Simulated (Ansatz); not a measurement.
# Sr: 7 runs along one coordinate

System: Sr (4 atoms in the cell).
Method: DFT, revPBE, plane waves (420 eV) with PAW, scalar-relativistic, no spin polarisation (Ansatz 0.2.0).

The 7 runs differ only in the geometry, by an even scaling of the cell at fixed fractional positions.

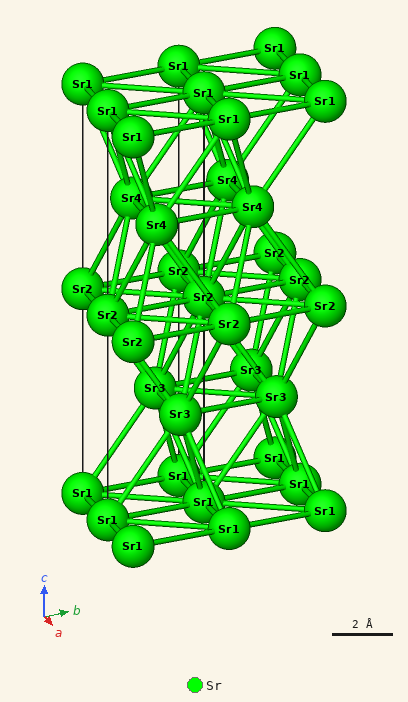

Figure 1. The structure of run 4 (ball-and-stick view of the cell of the calculation, repeated 2 × 2 × 1, seen slightly off an axis; atoms are numbered from 1 in the order of the input).

## Input of run 4
```yaml
crystal:
  lattice:
    - [4.3356383655, 0.0, 0.0]
    - [-2.1678191827, 3.7547729661, 0.0]
    - [0.0, 0.0, 14.1927275774]
  atoms:
    - { symbol: Sr, position: [1.0, 1.0, 1.0] }
    - { symbol: Sr, position: [0.0, 0.0, 0.5] }
    - { symbol: Sr, position: [0.3333333333, 0.6666666667, 0.25] }
    - { symbol: Sr, position: [0.6666666667, 0.3333333333, 0.75] }
hamiltonian:
  xc: revpbe
  pseudopotentials:
    kind: paw
    azcp:
      Sr: "pseudopotentials/Sr.paw.azcp"
basis:
  ecutwfc: 420
  fft_grid_basis: typed
kpoints:
  mp_grid: { grid: [10, 10, 3], shift: [0, 0, 0] }
magnetization:
  spin_polarized: false
scf:
  occupations: { method: fermi_dirac, width: 0.1 }
  lower_state_search: "off"
output:
  stress: true
```

Run 6 differs from it as follows:
```diff
-    - [4.3356383655, 0.0, 0.0]
-    - [-2.1678191827, 3.7547729661, 0.0]
-    - [0.0, 0.0, 14.1927275774]
+    - [4.448302391, 0.0, 0.0]
+    - [-2.2241511955, 3.8523428744, 0.0]
+    - [0.0, 0.0, 14.5615336651]
```

## Results, with one run withheld

```csv
run,volume per atom (Å³),"free energy per atom, from the lowest run given (meV)",pressure (GPa)
1,50.831,34.32,1.72
2,53.141,14.45,1.05
3,55.452,3.46,0.49
4,57.762,0.00,0.01
5,60.073,2.92,−0.40
6,62.383,?,?
7,64.693,24.10,−1.03
```

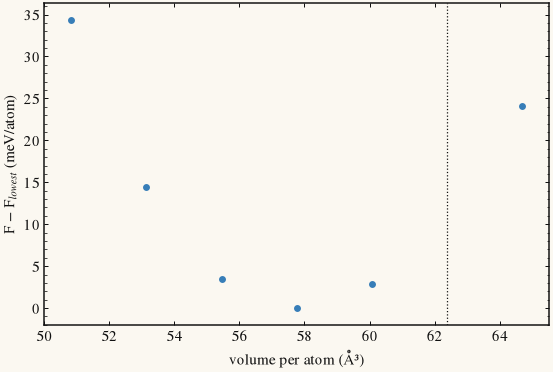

Figure 2. Free energy per atom of the runs given; the dotted line marks run 6.

Fit the runs given and predict run 6.

A cubic polynomial in V^(−2/3) (the Birch–Murnaghan form), fitted to the 6 runs given, misses them by under 0.01 meV per atom. With x = V^(−2/3) − 0.06776 Å⁻², it reads F = 0.74525 + 1711.2 x + 9.8088e+05 x² − 6.3088e+06 x³ (meV per atom). At run 6 it gives 11.22 meV per atom, and the run itself gives 11.23. The slope of the fit gives a pressure −dF/dV of −0.74 GPa there, and the run prints −0.74 GPa. The fit has its minimum at 57.798 Å³ per atom, where V d²F/dV² gives 11 GPa. Cell shape and fractional positions are held, so this is the stiffness under even scaling; the relaxed bulk modulus wasn't computed.

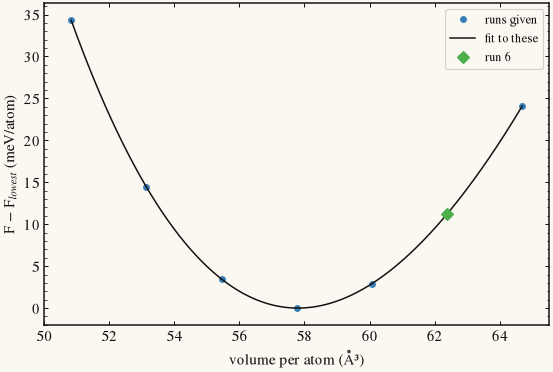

Figure 3. The fit and the withheld run.

## Output, shortened to warnings, some set-up lines, iterations and results (run 6)
```
Basis set: ecut = 420 eV, 4915 PW (Γ)
Symmetry: 24 space group operations
k-points: 28 of 300
Initial density: superposition of atomic densities (neutral atoms: chi_scale 0, normalization atom), corrected by the library's trained network
[...]
SCF iter   1: F=—  HF=-14196.326532 eV  |F-HF|=—  |Δ(HF+E_count)|=         —  Δρ=1.37e-3  dr2=6.95e-3  ethr=1.77e-3  ⟨swp⟩=10.5  Hψ=8240  notcnv=0
SCF iter   2: F=—  HF=-14196.329752 eV  |F-HF|=—  |Δ(HF+E_count)|=   3.22e-3  Δρ=9.77e-4  dr2=3.91e-3  ethr=1.74e-5  ⟨swp⟩=3.0  Hψ=1566  notcnv=0
SCF iter   3: F=—  HF=-14196.330799 eV  |F-HF|=—  |Δ(HF+E_count)|=   1.05e-3  Δρ=2.57e-4  dr2=3.81e-4  ethr=9.79e-6  ⟨swp⟩=2.0  Hψ=889  notcnv=0
SCF iter   4: F=—  HF=-14196.330746 eV  |F-HF|=—  |Δ(HF+E_count)|=   5.24e-5  Δρ=6.42e-5  dr2=1.93e-5  ethr=9.51e-7  ⟨swp⟩=1.5  Hψ=799  notcnv=0
SCF iter   5: F=—  HF=-14196.330795 eV  |F-HF|=—  |Δ(HF+E_count)|=   4.82e-5  Δρ=1.38e-5  dr2=4.68e-7  ethr=4.82e-8  ⟨swp⟩=3.0  Hψ=1489  notcnv=0
SCF iter   6: F=-14196.330795 eV  HF=-14196.330795 eV  |F-HF|=2.21e-8  |Δ(HF+E_count)|=   4.64e-7  Δρ=2.58e-6  dr2=1.44e-8  ethr=2.50e-10  ⟨swp⟩=5.3  Hψ=3097  notcnv=0
SCF 1 converged in 6 iterations: F = -14196.330795 eV  dr2 = 1.44e-8
SCF converged after 6 iterations
Free energy (F): -14196.330795 eV
Harris-Foulkes:  -14196.330795 eV  (|F-HF|=2.21e-8)
Internal energy: -14196.144386 eV  (E = F + TS)
E sigma→0 (E₀):  -14196.237590 eV
Entropy (-TS):   -0.186409 eV (-46.602 meV/atom)
Fermi energy:    4.299063 eV
--- Per-component energies (eV) ---
  E_band       = -583.621094
  E_kinetic    = 962.444215
  E_local      = -3217.282287  (includes V_loc(G=0)·N_el)
  E_nonlocal   = 807.913328
  E_hartree    = 829.445332
  E_xc         = -684.957533
  E_vxc        = -634.877438  (∫ρ·V_xc dr)
  E_paw        = -10796.231326  (= ΣΔE_a)
  E_vpaw       = -160.710298  (= ΣTr[D̂ρ^β])
  E_aug_tail   = -0.000004  (compensation charges beyond the density's cutoff)
  E_ewald      = -2097.284167
  E_core_change = -0.191944  (= ΣΔE_core)
  E_smearing   = -0.186409  (= −TS)
  E_closure    = -0.000000  (closes the sum)
  Σ components = -14196.330795   (vs F -14196.330795, Δ=0.00e0)
--- Stress (GPa, compression-positive) ---
       -0.750483       0.000000       0.000000
        0.000000      -0.750483       0.000000
        0.000000       0.000000      -0.729234
  P = ⅓ Tr σ = -0.7434 GPa (-7.434 kbar)
```
